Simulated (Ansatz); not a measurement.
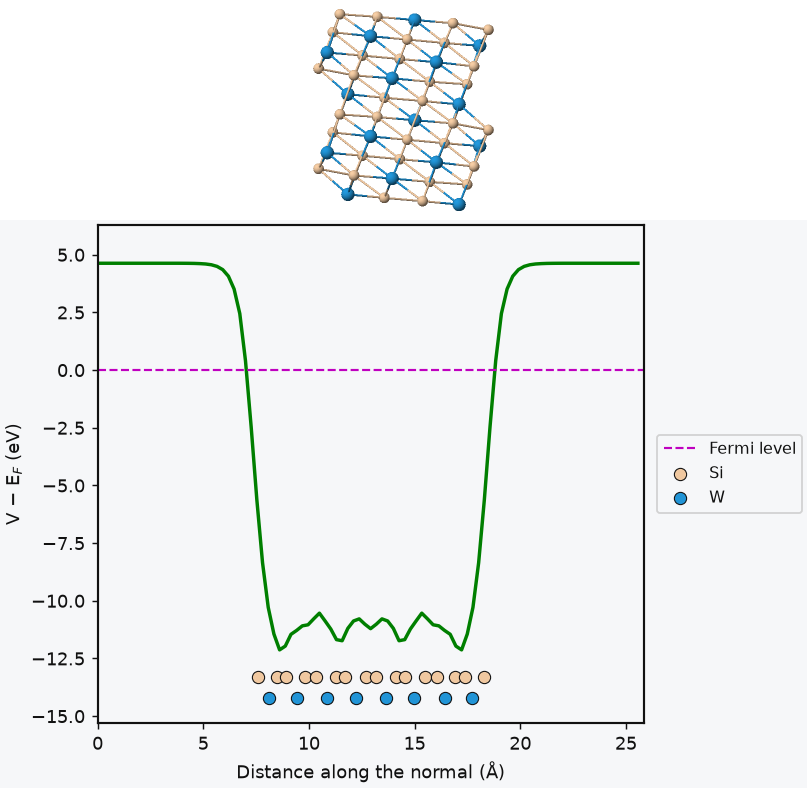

Plane-averaged electrostatic potential energy of an electron across the slab; circles at the bottom mark the heights of the atoms (positions after relaxation). The structure is drawn too.

The material is a (211) slab cut from Si$_{2}$W (I4/mmm), ended by Si planes, 24 atoms in the cell; a = 4.51 Å, b = 6.40 Å, c = 25.83 Å, α = 90.00°, β = 90.00°, γ = 80.21°.

Level of theory: DFT r2SCAN, scalar-relativistic, plane waves, PAW, no spin polarisation, 8×6×1 k mesh, 500 eV cutoff, Gaussian smearing of 0.1 eV; code Ansatz 0.2.0.

**Read off the work function of each face.**

The work function is 4.63 eV, the same on both faces. The two vacuum levels agree, so the slab has no net dipole along its normal.

**How thick are slab and vacuum?**

The outermost atoms are 10.7 Å apart, which leaves 15.1 Å of vacuum in a cell 25.8 Å high.

Spin-orbit coupling is left out, which matters for W.
